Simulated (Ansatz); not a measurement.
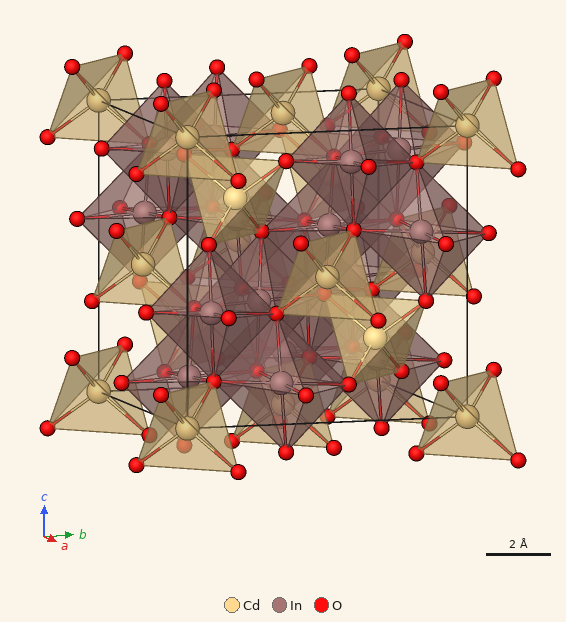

The structure as given in the input (polyhedral view of the cell 4 times as large as that of the calculation, set on its symmetry axes, seen slightly off an axis; polyhedra are completed across the faces of the cell). An atom can appear more than once, as a periodic image.

## CdIn₂O₄: band-structure calculation (part 1 of 2)

CdIn₂O₄ (Fd-3m, 14 atoms in the cell), computed with DFT, HSE06, plane waves, PAW, no spin polarisation (Ansatz 0.2.0).

The structure derives from a Materials Project entry. The geometry comes from this level: r2SCAN.

## What the program printed
```
Warning: output.stress: scf.convergence.dr2_threshold = 1e-7 eV (the SCF's general default) is looser than the 1.4e-9 eV advised for a printed stress (1e-10 eV for each atom of the cell: 14). What an SCF threshold leaves in a stress goes as its square root, and in the free energy as the threshold itself, and one threshold admits the most on a small cell: of the crystals measured, under no hybrid functional and no lock of the moments, on runs that ended without the residual-converged pass, on stresses that held no estimate of that error, the worst erred by over 100 MPa in a component at 1e-7 eV an atom and by under 5 at 1e-10. Set scf.convergence.dr2_threshold to 1.4e-9 eV or tighter. The threshold is an SCF's pass mark: one that does not reach it within its budget of iterations ends unconverged, or closes short of it on a stop that the run arms, and scf.convergence.dr2_threshold's page says what that costs each kind of run
Warning: output.stress: scf.exx.energy_threshold = 1e-6 eV is looser than the 1.4e-7 eV advised for a stress under a hybrid functional (1e-8 eV for each atom of the cell: 14). Every SCF of the exchange loop can meet its threshold on dr2 while the loop round them stops early: no threshold on dr2 bounds what that leaves in the stress. Set scf.exx.energy_threshold to 1.4e-7 eV or tighter. The threshold is the loop's pass mark: a loop that does not reach it within its budget of cycles ends unconverged, and scf.exx.energy_threshold's page has the law
scf.n_extra_bands = 7 over 70 filled bands (N_el = 140.0): the run solves 77 bands
Engine: ansatz 0.2.0, x86_64-unknown-linux-gnu
Pseudopotentials: kind: paw
Pseudopotential: Cd, paw, valence charge 20, recommended cutoff 420 eV (normal), Cd.paw.azcp
Pseudopotential: In, paw, valence charge 13, recommended cutoff 420 eV (normal), In.paw.azcp
Pseudopotential: O, paw, valence charge 6, recommended cutoff 420 eV (normal), O.paw.azcp
Functional definition: HSE06
  parameter a = 0.25
  parameter omega = 0.11/bohr
  exchange = pbe_x - a*pbe_x_sr(omega) + a*exact_x_sr(omega)
  correlation = pbe_c
davidson cushion auto → on  (no smearing: the cushion is to keep the highest requested band from converging to the state above it; pin scf.eigensolver.cushion to override)
Crystal: 14 atoms, lattice volume = 194.718 Å³
Basis set: ecut = 420 eV, 3839 PW (Γ), exchange–correlation on 90×90×90 points (8 copies of the dense FFT grid, shifted against one another)
Bands: 77, of which v1, the nominal top of the filled ones, is band 70 counted from 1 (69 counted from 0)
Symmetry: 48 space group operations
Space group: Fd-3m (ITA 227), of the structure as read, at distance tolerance 5.8e-5 Å
k-points: 8 of 64
Non-local potential: Cd, projectors of the file, l = 0: 3, l = 1: 2, l = 2: 2, l = 3: 1
Non-local potential: In, projectors of the file, l = 0: 2, l = 1: 2, l = 2: 2, l = 3: 2
Non-local potential: O, projectors of the file, l = 0: 2, l = 1: 2, l = 2: 1
PAW form: soft (Blöchl's): semilocal exchange-correlation on the pseudo side does not see the compensation charge
PAW frozen core: Cd, regenerated for the run's functional, and the local potential with it (the file was generated under x = pbe(κ = 0.804, μ = 0.2195149727645171), c = pbe(β = 0.06672455060314922))
PAW frozen core: In, regenerated for the run's functional, and the local potential with it (the file was generated under x = pbe(κ = 0.804, μ = 0.2195149727645171), c = pbe(β = 0.06672455060314922))
PAW frozen core: O, regenerated for the run's functional, and the local potential with it (the file was generated under x = pbe(κ = 0.804, μ = 0.2195149727645171), c = pbe(β = 0.06672455060314922))
PAW one-centre angular grid: Cd, 590 points (default); XC on 64 Gauss nodes
PAW one-centre angular grid: In, 590 points (default); XC on 64 Gauss nodes
PAW one-centre angular grid: O, 110 points (default); XC on 96 Gauss nodes
Initial density: superposition of atomic densities (neutral atoms: chi_scale 0, normalization atom), corrected by the library's trained network
Initial wavefunctions: pseudopotential atomic-orbital guess
Functional: x = pbe(κ = 0.804, μ = 0.2195149727645171), c = pbe(β = 0.06672455060314922), warm-up for x = pbe(κ = 0.804, μ = 0.2195149727645171) + 0.25 (exact − pbe) at short range (hse, ω = 0.20786987370883472 Å⁻¹), c = pbe(β = 0.06672455060314922); HSE06 as pw.x's `hse` composes it (authors' and Libxc's form: `xc: wpbeh`)
SCF iter   1: F=—  HF=-43439.993766 eV  |F-HF|=—  |Δ(HF+E_count)|=         —  Δρ=1.63e-3  dr2=3.98e-3  ethr=1.77e-3  ⟨swp⟩=8.2  Hψ=2799  notcnv=0
preconditioner: auto → none  [insulator: Δε(μ)=1.054 eV  Ē_g=13.473 eV  n_scr=58 (ndim 8)  ℏωp=29.6 eV  f_vac=0.068]
SCF iter   2: F=—  HF=-43439.998841 eV  |F-HF|=—  |Δ(HF+E_count)|=   5.07e-3  Δρ=6.86e-4  dr2=5.41e-4  ethr=2.84e-6  ⟨swp⟩=5.9  Hψ=2519  notcnv=0  defer=1
SCF iter   3: F=-43439.999225 eV  HF=-43439.999027 eV  |F-HF|=1.98e-4  |Δ(HF+E_count)|=   1.86e-4  Δρ=2.82e-4  dr2=6.25e-5  ethr=3.86e-7  ⟨swp⟩=4.2  Hψ=1681  notcnv=0
SCF 1 stopped early in 3 iterations: F = -43439.999225 eV  dr2 = 6.25e-5
  greatest PAW one-centre occupation: 1.000 electrons in one spin orbital (limit 2), on the Cd atom at site 1 (counted from 0), in its partial waves of l = 1
Initial density: handed on by an earlier stage of this run
Initial wavefunctions: those handed on with the density
Functional: x = pbe(κ = 0.804, μ = 0.2195149727645171) + 0.25 (exact − pbe) at short range (hse, ω = 0.20786987370883472 Å⁻¹), c = pbe(β = 0.06672455060314922); HSE06 as pw.x's `hse` composes it (authors' and Libxc's form: `xc: wpbeh`)
Exchange kernel: α = 0.2500, screened, ω = 0.2079 Å⁻¹, Wigner–Seitz truncation, v(0) = 1046.8488 eV·Å³, q-mesh 4×4×4, nearest image of the exchange supercell L = 26.02 Å, pair-density grid 32×32×32, without the augmentation charges, whose exchange is taken in its separable form by FFT convolution over the k-point mesh (sized by the pseudopotential files, 36×36×36 at the most), smooth part of the exact exchange by density-matrix convolution in up to 5.56 GiB of GPU memory as planned if the GPU has room (build and FFT work areas not counted)
Frozen-core exchange: fock
SCF iter   1: F=—  HF=-43461.517545 eV  |F-HF|=—  |Δ(HF+E_count)|=         —  Δρ=1.02e-2  dr2=1.70e-1  ethr=4.46e-7  ⟨swp⟩=8.4  Hψ=3606  notcnv=0
preconditioner: auto → none  [insulator: Δε(μ)=2.513 eV  Ē_g=15.897 eV  n_scr=58 (ndim 8)  ℏωp=29.6 eV  f_vac=0.067]
SCF iter   2: F=—  HF=-43461.475551 eV  |F-HF|=—  |Δ(HF+E_count)|=   4.20e-2  Δρ=5.81e-3  dr2=3.14e-2  ethr=4.46e-7  ⟨swp⟩=6.4  Hψ=2685  notcnv=0
SCF iter   3: F=—  HF=-43461.538703 eV  |F-HF|=—  |Δ(HF+E_count)|=   6.32e-2  Δρ=3.01e-3  dr2=1.67e-2  ethr=4.46e-7  ⟨swp⟩=5.2  Hψ=2564  notcnv=0
SCF iter   4: F=—  HF=-43461.534058 eV  |F-HF|=—  |Δ(HF+E_count)|=   4.65e-3  Δρ=4.72e-4  dr2=6.54e-4  ethr=4.46e-7  ⟨swp⟩=4.2  Hψ=2073  notcnv=0
SCF iter   5: F=—  HF=-43461.536061 eV  |F-HF|=—  |Δ(HF+E_count)|=   2.00e-3  Δρ=6.57e-4  dr2=8.11e-4  ethr=2.27e-7  ⟨swp⟩=4.5  Hψ=1776  notcnv=0
SCF iter   6: F=—  HF=-43461.535841 eV  |F-HF|=—  |Δ(HF+E_count)|=   2.20e-4  Δρ=1.64e-4  dr2=5.23e-5  ethr=2.27e-7  ⟨swp⟩=4.0  Hψ=1767  notcnv=0
iter 7 solved again at ethr=8.41e-10 eV; its pass at ethr=3.60e-8 eV (dr2=1.18e-6 eV) is discarded
SCF iter   7: F=-43461.535826 eV  HF=-43461.535826 eV  |F-HF|=2.71e-7  |Δ(HF+E_count)|=   1.55e-5  Δρ=3.45e-5  dr2=3.05e-6  ethr=8.41e-10  ⟨swp⟩=3.5  Hψ=3120  notcnv=0
SCF 2 stopped early in 7 iterations: F = -43461.535826 eV  dr2 = 3.05e-6
  Residual-converged pass: ⟨swp⟩=3.0  Hψ=1711  notcnv=0  max |occ|·‖R‖ = 6.0e-6 eV (tolerance 6.7e-6 eV)  dr2=3.04e-6  dr2_onsite=2.36e-7  max |Δocc| = 0.0e0
  greatest PAW one-centre occupation: 1.001 electrons in one spin orbital (limit 2), on the Cd atom at site 1 (counted from 0), in its partial waves of l = 1
hybrid outer 1: dexx = +7.609e-2 eV, tail = 1.68e-4 eV
Exchange kernel: α = 0.2500, screened, ω = 0.2079 Å⁻¹, Wigner–Seitz truncation, v(0) = 1046.8488 eV·Å³, q-mesh 4×4×4, nearest image of the exchange supercell L = 26.02 Å, pair-density grid 32×32×32, without the augmentation charges, whose exchange is taken in its separable form by FFT convolution over the k-point mesh (sized by the pseudopotential files, 36×36×36 at the most), smooth part of the exact exchange by density-matrix convolution in up to 5.56 GiB of GPU memory as planned if the GPU has room (build and FFT work areas not counted)
Frozen-core exchange: fock
SCF iter   1: F=—  HF=-43461.533967 eV  |F-HF|=—  |Δ(HF+E_count)|=         —  Δρ=6.34e-5  dr2=3.99e-6  ethr=6.00e-7  ⟨swp⟩=3.5  Hψ=1443  notcnv=0
preconditioner: auto → none  [insulator: Δε(μ)=2.527 eV  Ē_g=15.899 eV  n_scr=58 (ndim 8)  ℏωp=29.6 eV  f_vac=0.080]
SCF iter   2: F=—  HF=-43461.533971 eV  |F-HF|=—  |Δ(HF+E_count)|=   3.87e-6  Δρ=2.49e-5  dr2=4.91e-7  ethr=2.64e-9  ⟨swp⟩=5.0  Hψ=2248  notcnv=0
SCF iter   3: F=—  HF=-43461.533971 eV  |F-HF|=—  |Δ(HF+E_count)|=   2.10e-8  Δρ=1.16e-5  dr2=7.76e-8  ethr=2.78e-10  ⟨swp⟩=2.4  Hψ=1367  notcnv=0
SCF iter   4: F=-43461.533971 eV  HF=-43461.533971 eV  |F-HF|=7.60e-9  |Δ(HF+E_count)|=   1.81e-7  Δρ=3.16e-6  dr2=9.00e-9  ethr=4.74e-11  ⟨swp⟩=6.6  Hψ=1948  notcnv=0
SCF 3 converged in 4 iterations: F = -43461.533971 eV  dr2 = 9.00e-9
  Residual-converged pass: ⟨swp⟩=3.0  Hψ=1653  notcnv=0  max |occ|·‖R‖ = 1.0e-6 eV (tolerance 1.2e-6 eV)  dr2=8.98e-9  dr2_onsite=1.33e-9  max |Δocc| = 0.0e0
hybrid outer 2: dexx = +2.110e-6 eV, tail = 8.28e-8 eV, Δε = 3.15e-3 eV (about 8.49e-5 eV left of the loop's levels), ΔF = 2.35e-3 eV/Å (tail 5.47e-4)
Exchange kernel: α = 0.2500, screened, ω = 0.2079 Å⁻¹, Wigner–Seitz truncation, v(0) = 1046.8488 eV·Å³, q-mesh 4×4×4, nearest image of the exchange supercell L = 26.02 Å, pair-density grid 32×32×32, without the augmentation charges, whose exchange is taken in its separable form by FFT convolution over the k-point mesh (sized by the pseudopotential files, 36×36×36 at the most), smooth part of the exact exchange by density-matrix convolution in up to 5.56 GiB of GPU memory as planned if the GPU has room (build and FFT work areas not counted)
Frozen-core exchange: fock
SCF iter   1: F=—  HF=-43461.533971 eV  |F-HF|=—  |Δ(HF+E_count)|=         —  Δρ=3.46e-6  dr2=1.36e-8  ethr=2.96e-10  ⟨swp⟩=5.5  Hψ=1424  notcnv=0
SCF iter   2: F=-43461.533971 eV  HF=-43461.533971 eV  |F-HF|=1.16e-10  |Δ(HF+E_count)|=   3.81e-9  Δρ=5.30e-7  dr2=3.12e-10  ethr=9.56e-12  ⟨swp⟩=3.9  Hψ=1932  notcnv=0
SCF 4 converged in 2 iterations: F = -43461.533971 eV  dr2 = 3.12e-10
  Residual-converged pass: ⟨swp⟩=3.0  Hψ=1331  notcnv=0  max |occ|·‖R‖ = 1.6e-6 eV (tolerance 1.7e-6 eV)  dr2=3.15e-10  dr2_onsite=6.76e-11  max |Δocc| = 0.0e0
```

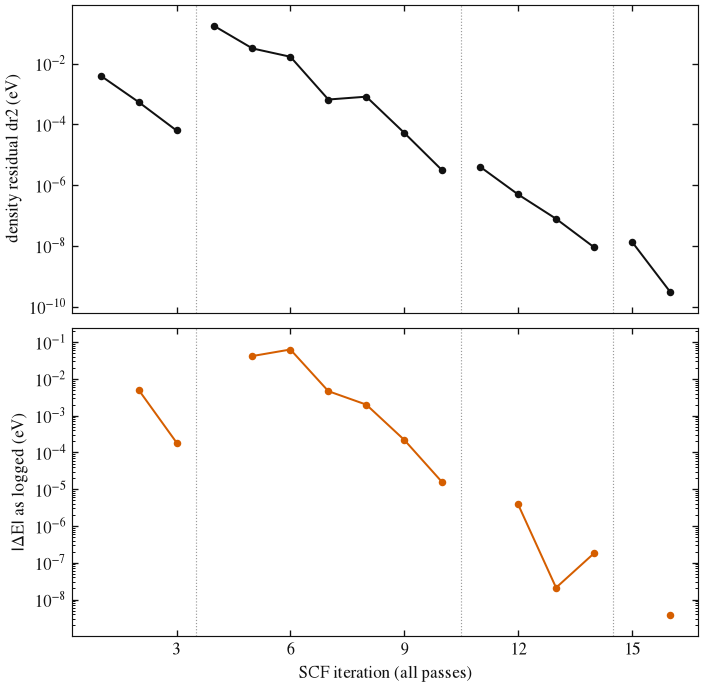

Convergence of the self-consistent field: density residual dr2 and size of the energy change against the SCF iteration. The run starts with a semilocal functional; after that each stretch between dotted lines is one SCF of the hybrid functional between two exact rebuilds of the exchange operator by the outer loop. Early passes are stopped at a loose threshold. The passes take 3, 7, 4 and 2 iterations.

```
hybrid outer 3: dexx = +1.350e-9 eV, tail = 7.80e-10 eV, Δε = 1.89e-4 eV (about 2.64e-5 eV left of the loop's levels), ΔF = 1.25e-5 eV/Å (tail 2.91e-5)
the search or the solves at the SCF's close seem to have found levels that the self-consistency loop had missed (the run counts 1). By its estimate they hold under 1e-12 electrons; where the run keeps them, the occupations were computed again with them
NSCF: frozen V_eff on 7 k-points
hybrid SCF converged: 3 outer / 13 inner (+3 warm-up), last move |dexx| = 1.35e-9 eV, tail = 7.80e-10 eV
Stability not checked: this state was not tested for a lower state beside it, because the functional holds exact exchange (a hybrid, or Hartree-Fock), whose exchange loop this test does not read (fock_operator; see scf.lower_state_search)
Free energy (F): -43461.533971 eV
Frozen-core exchange: fock
Harris-Foulkes:  -43461.533971 eV  (|F-HF|=1.16e-10)
Internal energy: -43461.533971 eV  (E = F + TS)
E sigma→0 (E₀):  -43461.533971 eV
Fermi energy:    7.437925 eV
--- Per-component energies (eV) ---
  E_band       = -1184.080327
  E_kinetic    = 3403.178547
  E_local      = -13384.135682  (includes V_loc(G=0)·N_el)
  E_nonlocal   = 1936.010540
  E_hartree    = 5700.213247
  E_xc         = -1432.465435
  E_vxc        = -1259.969211  (∫ρ·V_xc dr)
  E_exx        = -462.619532  (= α·E_x^exact, valence–valence)
  E_paw        = -26011.743383  (= ΣΔE_a)
  E_vpaw       = -2354.371414  (= ΣTr[D̂ρ^β])
  E_aug_tail   = 0.019309  (compensation charges beyond the density's cutoff)
  E_ewald      = -13210.619211
  E_core_change = 0.627625  (= ΣΔE_core)
  E_smearing   = -0.000000  (= −TS)
  E_closure    = 0.000002  (closes the sum)
  Σ components = -43461.533971   (vs F -43461.533971, Δ=0.00e0)
--- Forces (eV/Å), atoms counted from 1 ---
  atom   1  Cd    -0.00000000     0.00000000     0.00000000
  atom   2  Cd     0.00000000     0.00000000     0.00000000
  atom   3  In     0.00000000    -0.00000000    -0.00000000
  atom   4  In     0.00000000     0.00000000     0.00000000
  atom   5  In     0.00000000    -0.00000000     0.00000000
  atom   6  In     0.00000000     0.00000000    -0.00000000
  atom   7  O     -0.04037012    -0.04037012    -0.04037012
  atom   8  O      0.04037012    -0.04037012    -0.04037012
  atom   9  O     -0.04037012    -0.04037012     0.04037012
  atom  10  O     -0.04037012     0.04037012    -0.04037012
  atom  11  O      0.04037012     0.04037012    -0.04037012
  atom  12  O      0.04037012    -0.04037012     0.04037012
  atom  13  O      0.04037012     0.04037012     0.04037012
  atom  14  O     -0.04037012     0.04037012     0.04037012
  max |Σ_I F_I| component: 3.47e-17 eV/Å
--- Stress (GPa, compression-positive) ---
       -0.623936       0.000000      -0.000000
       -0.000000      -0.623936       0.000000
        0.000000      -0.000000      -0.623936
  P = ⅓ Tr σ = -0.6239 GPa (-6.239 kbar)
--- Band table (eV; the first three rows and the last of 8) ---
  k-point 0: bands = ["-96.8954", "-96.8954", "-56.6602", "-56.6602", "-56.6602", "-56.6599", "-56.6599", "-56.6599", "-11.5128", "-10.8970", "-10.8970", "-10.8970", "-10.5942", "-10.3454", "-10.3454", "-10.3454", "-6.0027", "-6.0027", "-5.9694", "-5.7672", "-5.7672", "-5.7672", "-5.7230", "-5.7230", "-5.7230", "-5.5944", "-5.5944", "-5.4457", "-5.4457", "-5.4457", "-5.3298", "-5.3298", "-5.3298", "-4.6726", "-4.6726", "-4.6726", "0.6551", "0.6551", "0.7513", "0.7513", "0.7513", "0.7773", "0.7773", "0.7773", "0.9267", "0.9267", "2.4895", "2.4900", "2.4900", "2.4900", "2.6356", "3.8457", "3.8457", "5.3161", "5.3161", "5.3161", "5.6462", "5.6462", "5.6462", "7.0278", "7.0278", "7.0278", "7.2900", "7.2900", "7.2900", "7.3308", "7.3308", "7.3308", "7.3584", "7.3584", "9.9645", "14.2958", "14.8613", "14.8613", "14.8613", "15.2548", "15.2548"]
```
